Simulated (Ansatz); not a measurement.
# Run report: Nb4As8H, geometry relaxation (part 1 of 3)

- system: Nb4As8H (slab, 13 atoms in the cell)
- method: DFT PBEsol, scalar-relativistic, plane waves, PAW, no spin polarisation (Ansatz 0.2.0)

The structure derives from an entry of the Crystallography Open Database. The input holds or restrains some coordinates. Forces given for the steps count only the free coordinates. It belongs to a series of runs on one base structure; here: H put at a top As site.

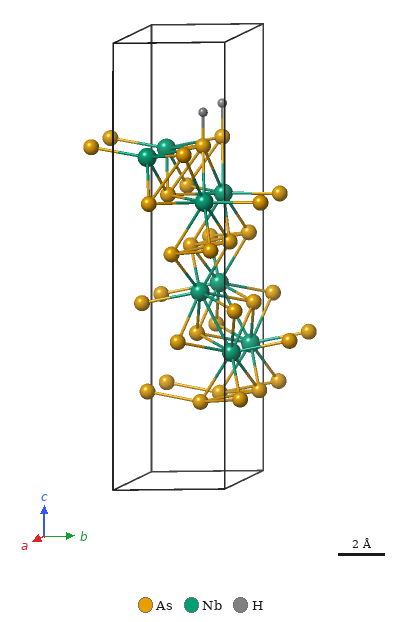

*The starting structure (ball-and-stick view of the 2 × 1 repeat of the cell, with the vacuum cut short, seen slightly off an axis; bonded neighbours outside the cell are drawn too). An atom can appear more than once, as a periodic image.*

## The input
```yaml
crystal:
  lattice:
    - [3.3614136302, 0.0, 0.0]
    - [-1.6807068151, 4.6665806838, 0.0]
    - [0.0, 0.0, 30.6760351336]
  atoms:
    - { symbol: As, position: [0.3339346666, 0.6678693332, 0.2770892641] }
    - { symbol: As, position: [0.074675299, 0.1493505979, 0.2895837578] }
    - { symbol: Nb, position: [0.4855068744, 0.9710137487, 0.3505418126] }
    - { symbol: As, position: [0.7695803228, 0.5391606456, 0.369838955] }
    - { symbol: As, position: [0.0476396083, 0.0952792166, 0.4176250932] }
    - { symbol: Nb, position: [0.3317130568, 0.6634261135, 0.4369222357] }
    - { symbol: As, position: [0.7390745614, 0.4786142639, 0.4969779647] }
    - { symbol: As, position: [0.4769015115, 0.9533595851, 0.511226258] }
    - { symbol: Nb, position: [0.8992989625, 0.7976477425, 0.5742140691] }
    - { symbol: As, position: [0.175228792, 0.3497210158, 0.5762781104] }
    - { symbol: As, position: [0.3469636315, 0.6927284653, 0.6487542775] }
    - { symbol: Nb, position: [0.6202537262, 0.2402714854, 0.6366796194] }
    - { symbol: H, position: [0.3469636315, 0.6927284653, 0.6976523829] }
basis:
  ecutwfc: 420
kpoints:
  mp_grid: { grid: [9, 6, 1] }
hamiltonian:
  xc: pbesol
scf:
  occupations: { method: gaussian, width: 0.1 }
output:
  forces: true
  eigenvalues: true
  write_density: true
  write_potential: true
  elf: true
  volumetric_format: npy
relax:
  adjacent_minimum: "off"
  f_tol: 0.03
  max_steps: 70
  constraints: [{ sites: [0, 1, 2, 3, 4, 5] }]
efield:
  axis: 3
  dipole_correction: true
  ramp_width: 0.04
```

Launched with:
```bash
ansatz run input.yaml --threads 4 --pin off --max-ram 10240MiB --backend cpu --events-out ev --progress --plain --runs-dir out
```

## Log
```
Engine: ansatz 0.2.0, x86_64-unknown-linux-gnu
Pseudopotentials: kind: paw
Pseudopotential: As, paw, valence charge 15, recommended cutoff 420 eV (normal), As.paw.azcp
Pseudopotential: Nb, paw, valence charge 13, recommended cutoff 420 eV (normal), Nb.paw.azcp
Pseudopotential: H, paw, valence charge 1, recommended cutoff 420 eV (normal), H.paw.azcp
Functional definition: PBEsol
  exchange = pbesol_x
  correlation = pbesol_c
Crystal: 13 atoms, lattice volume = 481.194 Å³
Basis set: ecut = 420 eV, 9489 PW (Γ), exchange–correlation on 48×72×432 points (8 copies of the dense FFT grid, shifted against one another)
Bands: 104, of which v1, the nominal top of the filled ones, is band 87 counted from 1 (86 counted from 0)
Symmetry: 1 space group operations
Space group: P1 (ITA 1), of the structure as read, at distance tolerance 7.8e-5 Å
k-points: 28 of 54 (time reversal used)
Non-local potential: As, projectors of the file, l = 0: 2, l = 1: 2, l = 2: 3, l = 3: 1
Non-local potential: Nb, projectors of the file, l = 0: 3, l = 1: 2, l = 2: 2, l = 3: 1
Non-local potential: H, projectors of the file, l = 0: 2, l = 1: 1
PAW form: soft (Blöchl's): semilocal exchange-correlation on the pseudo side does not see the compensation charge
PAW frozen core: As, regenerated for the run's functional, and the local potential with it (the file was generated under x = pbe(κ = 0.804, μ = 0.2195149727645171), c = pbe(β = 0.06672455060314922))
PAW frozen core: Nb, regenerated for the run's functional, and the local potential with it (the file was generated under x = pbe(κ = 0.804, μ = 0.2195149727645171), c = pbe(β = 0.06672455060314922))
PAW one-centre angular grid: As, 590 points (default); XC on 64 Gauss nodes
PAW one-centre angular grid: Nb, 590 points (default); XC on 64 Gauss nodes
PAW one-centre angular grid: H, 110 points (default); XC on 64 Gauss nodes
Initial density: superposition of atomic densities (neutral atoms: chi_scale 0, normalization atom), corrected by the library's trained network
Initial wavefunctions: pseudopotential atomic-orbital guess
Functional: x = pbesol(κ = 0.804, μ = 0.12345679012345678), c = pbesol(β = 0.046)
SCF iter   1: F=—  HF=-56504.266899 eV  |F-HF|=—  |Δ(HF+E_count)|=         —  Δρ=5.71e-3  dr2=3.39e0  ethr=1.77e-3  p=0.137 e·Å  D=5.14e-2 V/Å  ΔV_dip=-1.58 eV  dr2_dipole=2.00e0  V_vac-E_F(+/−)=3.93/5.51 eV  ⟨swp⟩=7.5  Hψ=11172  notcnv=0  defer=9
efield: sawtooth ramp at fractional position 0.9674 (placed from the atoms, in the widest stretch of the axis that holds none; the zero of the levels goes with the place), width 0.0400; the density the first Hamiltonian is built on has a dipole p = 0.137 e·Å; the dipole correction subtracts the counter field D = 5.14e-2 V/Å, which shifts the + side's vacuum level by -1.58 eV against the − side's; the planar-averaged density in the ramp window peaks in size at 3.6e-6 e/Å³
preconditioner: auto → LDOS  [metal: Δε(μ)=0.008 eV  Ē_g=7.403 eV  σ=0.100 eV  W_gap=0.05  n_scr=104 (ndim 8)  ℏωp=13.2 eV  f_vac=0.518  D(μ)=7.58/eV (n_scr^D=34)  β→1.0]
SCF iter   2: F=—  HF=-56504.223439 eV  |F-HF|=—  |Δ(HF+E_count)|=   4.35e-2  Δρ=1.89e-3  dr2=4.90e-2  ethr=1.77e-3  p=0.133 e·Å  D=5.02e-2 V/Å  ΔV_dip=-1.54 eV  dr2_dipole=6.76e-3  V_vac-E_F(+/−)=3.88/5.41 eV  ⟨swp⟩=1.5  Hψ=3383  notcnv=0  defer=147
SCF iter   3: F=—  HF=-56504.215474 eV  |F-HF|=—  |Δ(HF+E_count)|=   7.96e-3  Δρ=1.06e-3  dr2=2.40e-2  ethr=2.83e-5  p=0.140 e·Å  D=5.28e-2 V/Å  ΔV_dip=-1.62 eV  dr2_dipole=1.09e-3  V_vac-E_F(+/−)=3.83/5.45 eV  ⟨swp⟩=3.0  Hψ=5664  notcnv=0  defer=278
SCF iter   4: F=—  HF=-56504.211179 eV  |F-HF|=—  |Δ(HF+E_count)|=   4.29e-3  Δρ=2.07e-4  dr2=8.52e-4  ethr=1.39e-5  p=0.139 e·Å  D=5.24e-2 V/Å  ΔV_dip=-1.61 eV  dr2_dipole=9.33e-5  V_vac-E_F(+/−)=3.83/5.44 eV  ⟨swp⟩=2.0  Hψ=4927  notcnv=0  defer=278
SCF iter   5: F=—  HF=-56504.211438 eV  |F-HF|=—  |Δ(HF+E_count)|=   2.59e-4  Δρ=9.74e-5  dr2=1.66e-4  ethr=4.92e-7  p=0.140 e·Å  D=5.28e-2 V/Å  ΔV_dip=-1.62 eV  dr2_dipole=6.39e-7  V_vac-E_F(+/−)=3.82/5.44 eV  ⟨swp⟩=2.0  Hψ=3782  notcnv=0  defer=149
SCF iter   6: F=-56504.211434 eV  HF=-56504.211434 eV  |F-HF|=4.14e-8  |Δ(HF+E_count)|=   4.46e-6  Δρ=2.68e-5  dr2=7.44e-6  ethr=1.30e-8  p=0.141 e·Å  D=5.29e-2 V/Å  ΔV_dip=-1.62 eV  dr2_dipole=6.94e-8  V_vac-E_F(+/−)=3.82/5.44 eV  ⟨swp⟩=20.9  Hψ=32668  notcnv=0
SCF 1 converged in 6 iterations: F = -56504.211434 eV  dr2 = 7.44e-6
  Residual-converged pass: ⟨swp⟩=1.0  Hψ=3024  notcnv=0  max |occ|·‖R‖ = 7.1e-9 eV (tolerance 1.0e-8 eV)  dr2=7.44e-6  dr2_onsite=2.33e-7  max |Δocc| = 2.5e-11
  greatest PAW one-centre occupation: 0.999 electrons in one spin orbital (limit 2), on the As atom at site 9 (counted from 0), in its partial waves of l = 2
relax step   1: F+E_penalty+E_count = -56504.21143395 eV  Δ(F+E_penalty+E_count) = +0.000e0 eV  max|allowed force component| = 1.284e0 eV/Å  Δτ_max = 0.0000 Å  (6 SCF iters, dr2 threshold 2.25e-5 eV, accepted)
Initial density: handed on by an earlier stage of this run
Initial wavefunctions: those handed on with the density
iter 1 solved again at ethr=2.34e-4 eV; its pass at ethr=3.10e-3 eV (dr2=4.04e-1 eV) is discarded
SCF iter   1: F=—  HF=-56504.456655 eV  |F-HF|=—  |Δ(HF+E_count)|=         —  Δρ=7.02e-3  dr2=3.74e-1  ethr=2.34e-4  p=0.141 e·Å  D=5.29e-2 V/Å  ΔV_dip=-1.62 eV  dr2_dipole=2.95e-2  V_vac-E_F(+/−)=3.82/5.44 eV  ⟨swp⟩=1.6  Hψ=9390  notcnv=0  defer=163
efield: sawtooth ramp at fractional position 0.9674 (handed on by an earlier solve), width 0.0400; the density the first Hamiltonian is built on has a dipole p = 0.141 e·Å; the dipole correction subtracts the counter field D = 5.29e-2 V/Å, which shifts the + side's vacuum level by -1.62 eV against the − side's; the planar-averaged density in the ramp window peaks in size at 6.6e-7 e/Å³
preconditioner: auto → LDOS  [metal: Δε(μ)=0.006 eV  Ē_g=7.411 eV  σ=0.100 eV  W_gap=0.04  n_scr=104 (ndim 8)  ℏωp=13.2 eV  f_vac=0.517  D(μ)=5.90/eV (n_scr^D=28)  β→1.0]
SCF iter   2: F=—  HF=-56504.419997 eV  |F-HF|=—  |Δ(HF+E_count)|=   3.67e-2  Δρ=2.24e-3  dr2=3.94e-2  ethr=2.16e-4  p=0.132 e·Å  D=4.96e-2 V/Å  ΔV_dip=-1.52 eV  dr2_dipole=3.05e-5  V_vac-E_F(+/−)=3.93/5.45 eV  ⟨swp⟩=2.0  Hψ=3859  notcnv=0  defer=163
SCF iter   3: F=—  HF=-56504.413598 eV  |F-HF|=—  |Δ(HF+E_count)|=   6.40e-3  Δρ=9.21e-4  dr2=1.40e-2  ethr=2.28e-5  p=0.135 e·Å  D=5.09e-2 V/Å  ΔV_dip=-1.56 eV  dr2_dipole=7.79e-4  V_vac-E_F(+/−)=3.88/5.44 eV  ⟨swp⟩=3.0  Hψ=5926  notcnv=0  defer=206
SCF iter   4: F=—  HF=-56504.411626 eV  |F-HF|=—  |Δ(HF+E_count)|=   1.97e-3  Δρ=3.37e-4  dr2=1.70e-3  ethr=8.08e-6  p=0.136 e·Å  D=5.11e-2 V/Å  ΔV_dip=-1.57 eV  dr2_dipole=1.44e-4  V_vac-E_F(+/−)=3.88/5.45 eV  ⟨swp⟩=2.0  Hψ=4255  notcnv=0  defer=206
SCF iter   5: F=—  HF=-56504.411494 eV  |F-HF|=—  |Δ(HF+E_count)|=   1.32e-4  Δρ=1.25e-4  dr2=2.26e-4  ethr=9.85e-7  p=0.136 e·Å  D=5.10e-2 V/Å  ΔV_dip=-1.56 eV  dr2_dipole=1.00e-5  V_vac-E_F(+/−)=3.88/5.45 eV  ⟨swp⟩=2.1  Hψ=3752  notcnv=0  defer=206
SCF iter   6: F=-56504.411474 eV  HF=-56504.411485 eV  |F-HF|=1.11e-5  |Δ(HF+E_count)|=   9.48e-6  Δρ=4.25e-5  dr2=2.12e-5  ethr=5.78e-8  p=0.135 e·Å  D=5.09e-2 V/Å  ΔV_dip=-1.56 eV  dr2_dipole=1.60e-7  V_vac-E_F(+/−)=3.89/5.45 eV  ⟨swp⟩=21.0  Hψ=32984  notcnv=0
SCF 2 converged in 6 iterations: F = -56504.411474 eV  dr2 = 2.12e-5
  Residual-converged pass: ⟨swp⟩=1.1  Hψ=3026  notcnv=0  max |occ|·‖R‖ = 7.1e-9 eV (tolerance 1.0e-8 eV)  dr2=2.12e-5  dr2_onsite=1.52e-6  max |Δocc| = 1.2e-11
relax step   2: F+E_penalty+E_count = -56504.41147365 eV  Δ(F+E_penalty+E_count) = -2.000e-1 eV  max|allowed force component| = 6.469e-1 eV/Å  Δτ_max = 0.1948 Å  (6 SCF iters, dr2 threshold 1.00e-4 eV, accepted)
[... from here on the SCF iterations and repeated set-up lines of each step are left out, up to the last step ...]
SCF 3 converged in 6 iterations: F = -56504.493482 eV  dr2 = 1.03e-5
relax step   3: F+E_penalty+E_count = -56504.49348198 eV  Δ(F+E_penalty+E_count) = -8.201e-2 eV  max|allowed force component| = 1.755e-1 eV/Å  Δτ_max = 0.1939 Å  (6 SCF iters, dr2 threshold 2.62e-5 eV, accepted)
SCF 4 converged in 7 iterations: F = -56504.533641 eV  dr2 = 6.16e-7
relax step   4: F+E_penalty+E_count = -56504.53364087 eV  Δ(F+E_penalty+E_count) = -4.016e-2 eV  max|allowed force component| = 1.972e-1 eV/Å  Δτ_max = 0.1950 Å  (7 SCF iters, dr2 threshold 2.27e-6 eV, accepted)
SCF 5 converged in 7 iterations: F = -56504.583305 eV  dr2 = 8.24e-7
relax step   5: F+E_penalty+E_count = -56504.58330472 eV  Δ(F+E_penalty+E_count) = -4.966e-2 eV  max|allowed force component| = 2.037e-1 eV/Å  Δτ_max = 0.1952 Å  (7 SCF iters, dr2 threshold 2.86e-6 eV, accepted)
SCF 6 converged in 6 iterations: F = -56504.663008 eV  dr2 = 4.66e-6
relax step   6: F+E_penalty+E_count = -56504.66300793 eV  Δ(F+E_penalty+E_count) = -7.970e-2 eV  max|allowed force component| = 3.799e-1 eV/Å  Δτ_max = 0.1954 Å  (6 SCF iters, dr2 threshold 4.15e-5 eV, accepted)
SCF 7 converged in 5 iterations: F = -56504.787146 eV  dr2 = 6.37e-5
relax step   7: F+E_penalty+E_count = -56504.78714569 eV  Δ(F+E_penalty+E_count) = -1.241e-1 eV  max|allowed force component| = 5.913e-1 eV/Å  Δτ_max = 0.1950 Å  (5 SCF iters, dr2 threshold 1.00e-4 eV, accepted)
SCF 8 converged in 6 iterations: F = -56504.938448 eV  dr2 = 1.18e-5
relax step   8: F+E_penalty+E_count = -56504.93844846 eV  Δ(F+E_penalty+E_count) = -1.513e-1 eV  max|allowed force component| = 6.381e-1 eV/Å  Δτ_max = 0.1950 Å  (6 SCF iters, dr2 threshold 1.00e-4 eV, accepted)
SCF 9 converged in 6 iterations: F = -56505.040770 eV  dr2 = 4.21e-5
relax step   9: F+E_penalty+E_count = -56505.04077034 eV  Δ(F+E_penalty+E_count) = -1.023e-1 eV  max|allowed force component| = 7.125e-1 eV/Å  Δτ_max = 0.1938 Å  (6 SCF iters, dr2 threshold 1.00e-4 eV, accepted)
SCF 10 converged in 6 iterations: F = -56505.118213 eV  dr2 = 1.17e-5
relax step  10: F+E_penalty+E_count = -56505.11821274 eV  Δ(F+E_penalty+E_count) = -7.744e-2 eV  max|allowed force component| = 4.989e-1 eV/Å  Δτ_max = 0.2000 Å  (6 SCF iters, dr2 threshold 1.00e-4 eV, accepted)
SCF 11 converged in 6 iterations: F = -56505.187498 eV  dr2 = 9.43e-6
relax step  11: F+E_penalty+E_count = -56505.18749847 eV  Δ(F+E_penalty+E_count) = -6.929e-2 eV  max|allowed force component| = 2.211e-1 eV/Å  Δτ_max = 0.1928 Å  (6 SCF iters, dr2 threshold 1.00e-4 eV, accepted)
SCF 12 converged in 8 iterations: F = -56505.228170 eV  dr2 = 4.18e-8
relax step  12: F+E_penalty+E_count = -56505.22816970 eV  Δ(F+E_penalty+E_count) = -4.067e-2 eV  max|allowed force component| = 1.590e-1 eV/Å  Δτ_max = 0.1953 Å  (8 SCF iters, dr2 threshold 9.60e-6 eV, accepted)
SCF 13 converged in 7 iterations: F = -56505.258546 eV  dr2 = 2.23e-7
relax step  13: F+E_penalty+E_count = -56505.25854561 eV  Δ(F+E_penalty+E_count) = -3.038e-2 eV  max|allowed force component| = 1.483e-1 eV/Å  Δτ_max = 0.1949 Å  (7 SCF iters, dr2 threshold 4.96e-6 eV, accepted)
SCF 14 converged in 5 iterations: F = -56505.285973 eV  dr2 = 5.90e-6
relax step  14: F+E_penalty+E_count = -56505.28597312 eV  Δ(F+E_penalty+E_count) = -2.743e-2 eV  max|allowed force component| = 1.049e-1 eV/Å  Δτ_max = 0.1935 Å  (5 SCF iters, dr2 threshold 1.14e-5 eV, accepted)
SCF 15 converged in 6 iterations: F = -56505.307183 eV  dr2 = 1.63e-6
relax step  15: F+E_penalty+E_count = -56505.30718340 eV  Δ(F+E_penalty+E_count) = -2.121e-2 eV  max|allowed force component| = 8.820e-2 eV/Å  Δτ_max = 0.1948 Å  (6 SCF iters, dr2 threshold 5.51e-6 eV, accepted)
SCF 16 converged in 6 iterations: F = -56505.323008 eV  dr2 = 8.70e-7
relax step  16: F+E_penalty+E_count = -56505.32300786 eV  Δ(F+E_penalty+E_count) = -1.582e-2 eV  max|allowed force component| = 7.330e-2 eV/Å  Δτ_max = 0.1955 Å  (6 SCF iters, dr2 threshold 3.90e-6 eV, accepted)
SCF 17 converged in 6 iterations: F = -56505.333743 eV  dr2 = 9.42e-7
relax step  17: F+E_penalty+E_count = -56505.33374339 eV  Δ(F+E_penalty+E_count) = -1.074e-2 eV  max|allowed force component| = 6.181e-2 eV/Å  Δτ_max = 0.2000 Å  (6 SCF iters, dr2 threshold 3.71e-6 eV, accepted)
SCF 18 converged in 6 iterations: F = -56505.337818 eV  dr2 = 1.24e-6
relax step  18: F+E_penalty+E_count = -56505.33781806 eV  Δ(F+E_penalty+E_count) = -4.075e-3 eV  max|allowed force component| = 1.167e-1 eV/Å  Δτ_max = 0.1901 Å  (6 SCF iters, dr2 threshold 2.64e-6 eV, accepted)
SCF 19 converged in 5 iterations: F = -56505.341201 eV  dr2 = 4.49e-6
relax step  19: F+E_penalty+E_count = -56505.34120125 eV  Δ(F+E_penalty+E_count) = -3.383e-3 eV  max|allowed force component| = 1.036e-1 eV/Å  Δτ_max = 0.1948 Å  (5 SCF iters, dr2 threshold 9.68e-6 eV, accepted)
SCF 20 converged in 4 iterations: F = -56505.342446 eV  dr2 = 7.52e-6
relax step  20: F+E_penalty+E_count = -56505.34244641 eV  Δ(F+E_penalty+E_count) = -1.245e-3 eV  max|allowed force component| = 3.069e-2 eV/Å  Δτ_max = 0.0351 Å  (4 SCF iters, dr2 threshold 8.45e-6 eV, accepted)
SCF iter   1: F=—  HF=-56505.342568 eV  |F-HF|=—  |Δ(HF+E_count)|=         —  Δρ=3.57e-4  dr2=1.22e-3  ethr=5.28e-6  p=-0.035 e·Å  D=-1.30e-2 V/Å  ΔV_dip=0.40 eV  dr2_dipole=2.79e-4  V_vac-E_F(+/−)=5.85/5.45 eV  ⟨swp⟩=2.0  Hψ=4606  notcnv=0  defer=159
efield: sawtooth ramp at fractional position 0.9674 (handed on by an earlier solve), width 0.0400; the density the first Hamiltonian is built on has a dipole p = -0.035 e·Å; the dipole correction subtracts the counter field D = -1.30e-2 V/Å, which shifts the + side's vacuum level by +0.40 eV against the − side's; the planar-averaged density in the ramp window peaks in size at 1.3e-6 e/Å³
preconditioner: auto → LDOS  [metal: Δε(μ)=0.010 eV  Ē_g=7.400 eV  σ=0.100 eV  W_gap=0.05  n_scr=104 (ndim 8)  ℏωp=13.2 eV  f_vac=0.513  D(μ)=5.81/eV (n_scr^D=24)  β→1.0]
SCF iter   2: F=—  HF=-56505.342465 eV  |F-HF|=—  |Δ(HF+E_count)|=   1.03e-4  Δρ=1.52e-4  dr2=3.11e-4  ethr=7.04e-7  p=-0.035 e·Å  D=-1.30e-2 V/Å  ΔV_dip=0.40 eV  dr2_dipole=3.04e-6  V_vac-E_F(+/−)=5.85/5.45 eV  ⟨swp⟩=2.0  Hψ=4536  notcnv=0  defer=162
SCF iter   3: F=—  HF=-56505.342424 eV  |F-HF|=—  |Δ(HF+E_count)|=   4.15e-5  Δρ=6.18e-5  dr2=6.20e-5  ethr=1.79e-7  p=-0.034 e·Å  D=-1.29e-2 V/Å  ΔV_dip=0.40 eV  dr2_dipole=6.40e-8  V_vac-E_F(+/−)=5.85/5.45 eV  ⟨swp⟩=2.5  Hψ=3824  notcnv=0  defer=162
SCF iter   4: F=—  HF=-56505.342679 eV  |F-HF|=—  |Δ(HF+E_count)|=   2.55e-4  Δρ=1.15e-5  dr2=1.01e-6  ethr=3.58e-8  p=-0.034 e·Å  D=-1.29e-2 V/Å  ΔV_dip=0.40 eV  dr2_dipole=7.73e-8  V_vac-E_F(+/−)=5.85/5.45 eV  ⟨swp⟩=2.9  Hψ=4004  notcnv=0  defer=162
SCF iter   5: F=—  HF=-56505.342679 eV  |F-HF|=—  |Δ(HF+E_count)|=   3.53e-7  Δρ=3.92e-6  dr2=1.43e-7  ethr=5.78e-11  p=-0.034 e·Å  D=-1.29e-2 V/Å  ΔV_dip=0.40 eV  dr2_dipole=1.04e-9  V_vac-E_F(+/−)=5.85/5.45 eV  ⟨swp⟩=17.5  Hψ=28372  notcnv=0
SCF iter   6: F=-56505.342679 eV  HF=-56505.342679 eV  |F-HF|=3.09e-8  |Δ(HF+E_count)|=   1.39e-7  Δρ=1.29e-6  dr2=1.16e-8  ethr=5.78e-11  p=-0.034 e·Å  D=-1.29e-2 V/Å  ΔV_dip=0.40 eV  dr2_dipole=6.36e-11  V_vac-E_F(+/−)=5.85/5.45 eV  ⟨swp⟩=10.3  Hψ=18574  notcnv=0
SCF 21 converged in 6 iterations: F = -56505.342679 eV  dr2 = 1.16e-8
relax step  21: F+E_penalty+E_count = -56505.34267878 eV  Δ(F+E_penalty+E_count) = -2.324e-4 eV  max|allowed force component| = 6.425e-3 eV/Å  Δτ_max = 0.0076 Å  (6 SCF iters, accepted)
```

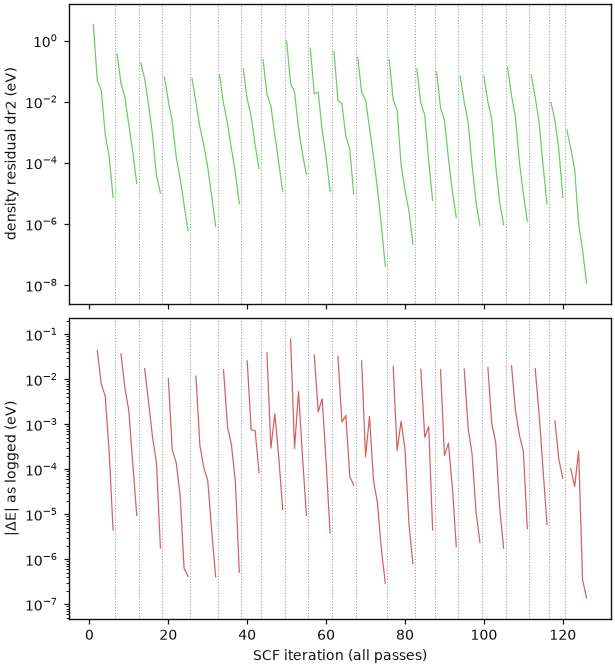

*Convergence of the self-consistent field: density residual dr2 and size of the energy change against the SCF iteration. The dotted lines part the SCF passes of the relaxation: geometry steps, rejected trials and re-solves on a re-selected basis.*

The 21 passes take 4 to 8 iterations each, 126 in all.

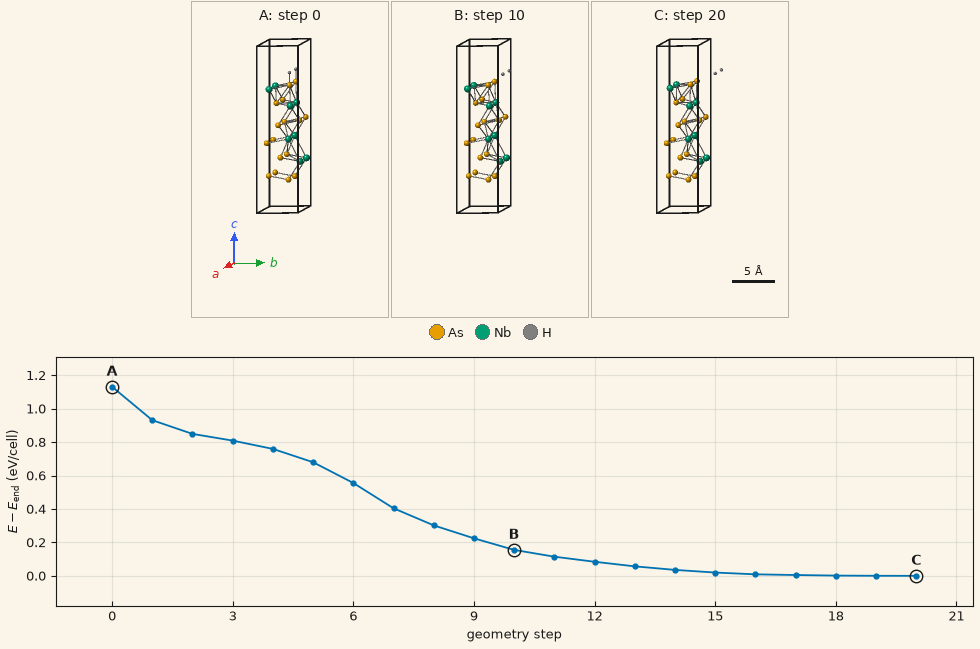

*Frames of the restrained relaxation (ball-and-stick view of the 2 × 1 repeat of the cell, with the vacuum cut short, seen slightly off an axis) above the curves, on which the letters mark them (the first geometry is step 0 here and step 1 in the log).*
